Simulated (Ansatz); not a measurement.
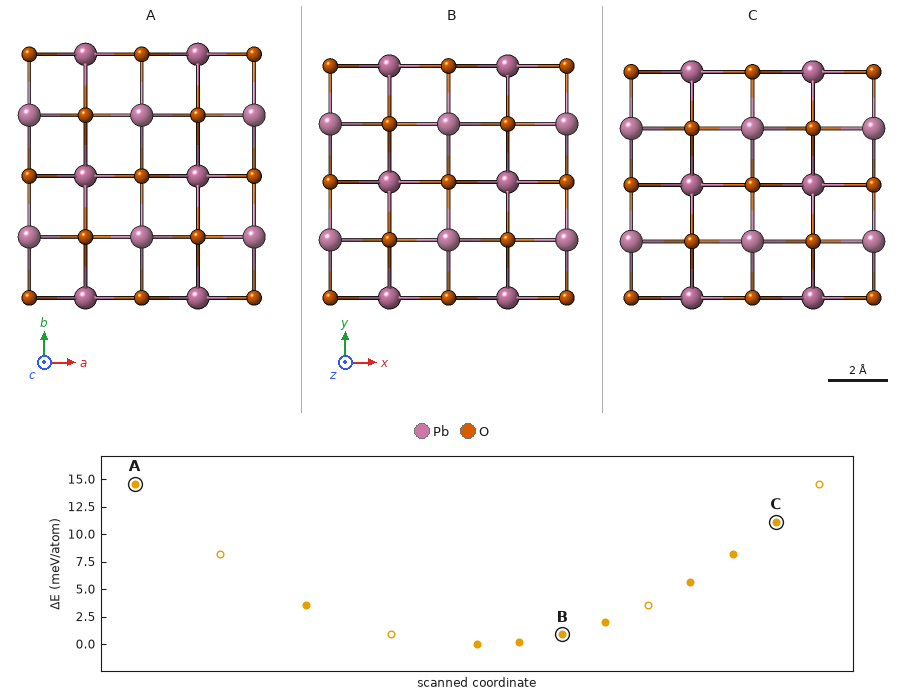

A scan of a crystal of PbO (P4/nmm) along one coordinate. x, y and z are the Cartesian axes of the input. Hollow markers are points alike by symmetry, not computed again. Style: ball-and-stick. Shown: the cell of the calculation, repeated 2 × 2 × 2 with one cell outlined, along the c axis.

All numbers below come from DFT PBEsol, scalar-relativistic, plane waves, PAW (Ansatz 0.2.0). Set-up: plane-wave cutoff 420 eV; k-point mesh 8 × 8 × 6; occupations gaussian; smearing width 0.05 eV; no spin polarisation. Energies (free energies at the smearing named) are counted from the cell as listed in its source, which wasn't relaxed.

What is being scanned?

The cell is strained along x and oppositely along y, with the atoms kept at their fractional coordinates. In the frames the strain is −0.04 (A), 0.01 (B), 0.035 (C). Of the computed points the lowest is at the strain 0.00, 0.0 meV/atom. At the ends of the scan the energy is 14.6 meV/atom (−0.04) and 14.6 meV/atom (0.04). The unrelaxed reference is under a pressure of 0.9 GPa. The distortion takes the space group from P4/nmm to Pmmn. At the strain −0.04 the cell of the drawing goes a 3.974 → 3.815 Å, b 3.974 → 4.133 Å.

Limits of the set-up: layers or molecules are held without a dispersion correction, so their spacing is unreliable.
